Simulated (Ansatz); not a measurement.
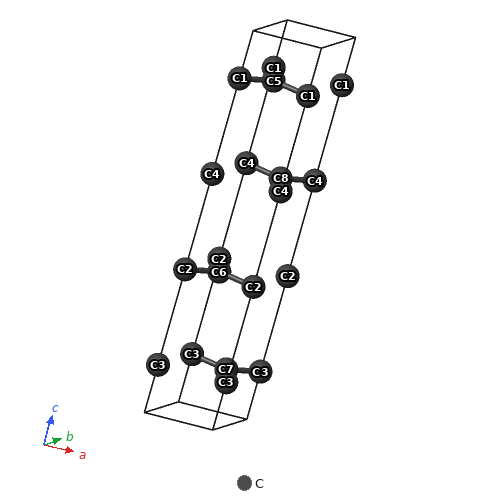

The system is C (P6_3/mmc, No. 194; 8 atoms in the cell); the picture shows the reference structure. 
- Gamma surface: rigid slide across a plane, one fault a cell; the plane is (0 0 1) of the conventional cell.
- Places are given modulo a cell vector. The map is drawn in real space over the plane of the slide.
- Nothing is relaxed (rigid halves, spacing across the cut fixed).
- The grid has 6 × 6 points; 10 points were computed and 26 follow by symmetry.
- All energies are given in mJ/m² relative to the perfect crystal.
- Theory: Ansatz, DFT PBEsol, scalar-relativistic, plane waves, PAW. Settings: cutoff 520 eV, k-mesh 18×18×3 in the order of the run's cell vectors, gaussian smearing 0.15 eV, no spin polarisation.

Its coordinates:

```
CELL_PARAMETERS angstrom
-2.45873 0.00000 0.00000
-1.22937 -2.12933 0.00000
0.00000 0.00000 14.49161
ATOMIC_POSITIONS crystal
C 0.00000 0.00000 0.87495
C 0.00000 0.00000 0.37495
C 0.00000 0.00000 0.12495
C 0.00000 0.00000 0.62495
C 0.33333 0.33333 0.87495
C 0.33333 0.33333 0.37495
C 0.66667 0.66667 0.12495
C 0.66667 0.66667 0.62495
```

The input of one point:

```yaml
crystal:
  lattice:
    - [-2.4587330167, 0.0, 0.0]
    - [-1.2293665084, -2.1293252536, 0.0]
    - [-2.4587330167, -1.419550169, 14.4916134525]
  atoms:
    - { symbol: C, position: [-0.5833, -0.5833, 0.87495] }
    - { symbol: C, position: [-0.2499666667, -0.2499666667, 0.37495] }
    - { symbol: C, position: [-0.0833, 0.9167, 0.12495] }
    - { symbol: C, position: [-0.4166333333, 0.5833666667, 0.62495] }
    - { symbol: C, position: [-0.2499666667, -0.2499666667, 0.87495] }
    - { symbol: C, position: [0.0833666667, 0.0833666667, 0.37495] }
    - { symbol: C, position: [0.5833666667, 0.5833666667, 0.12495] }
    - { symbol: C, position: [0.2500333333, 0.2500333333, 0.62495] }
basis:
  ecutwfc: 520.0
kpoints:
  mp_grid: { grid: [18, 18, 3] }
hamiltonian:
  xc: pbesol
  pseudopotentials: { kind: paw, azcp: { folder: soft_1 } }
scf:
  occupations: { method: gaussian, width: 0.15 }
output:
  forces: true
  stress: true
  eigenvalues: true
```

Range: slide along a1 from 0.000 to 0.833; slide along a2 from 0.000 to 0.833.

### What landscape does the calculation give?

The lowest grid point is at (4/6, 4/6) of the cell vectors, −1.7 mJ/m² from the perfect crystal. There is a further well near (0/6, 0/6) of the cell vectors (1.7 mJ/m² above the lowest at that grid point). These are metastable stacking faults of the rigid slide. The highest grid point, (2/6, 2/6) of the cell vectors, lies 31.1 mJ/m² above the lowest. On the interpolated surface the easiest way out of the lowest well to the well at (0/6, 0/6) of the cell vectors passes a barrier of about 4.2 mJ/m².

```csv
"slide along a2 ↓, slide along a1 →",0/6,1/6,2/6,3/6,4/6,5/6
5/6,2.9,2.9,2.4,1.8,1.8,2.4
4/6,9.0,12.5,9.0,1.8,−1.7,1.8
3/6,12.1,22.5,22.5,12.1,1.8,1.8
2/6,9.0,22.5,29.4,22.5,9.0,2.4
1/6,2.9,12.5,22.5,22.5,12.5,2.9
0/6,0.0,2.9,9.0,12.1,9.0,2.9
```

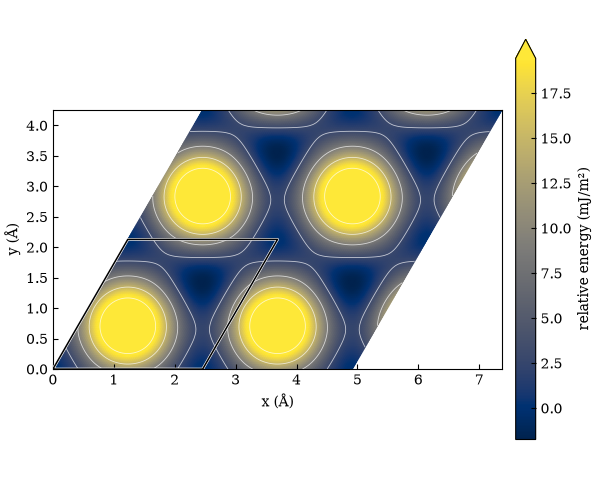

The picture shows a smooth colour map with a few white contour lines, the outline of one cell of the 2 × 2 shown, one colour for all values above the top of the scale. Between grid points the surface is interpolated.

The whole map (10 points run) took 11 min on 2 threads of Arm Neoverse N1 (shared host).
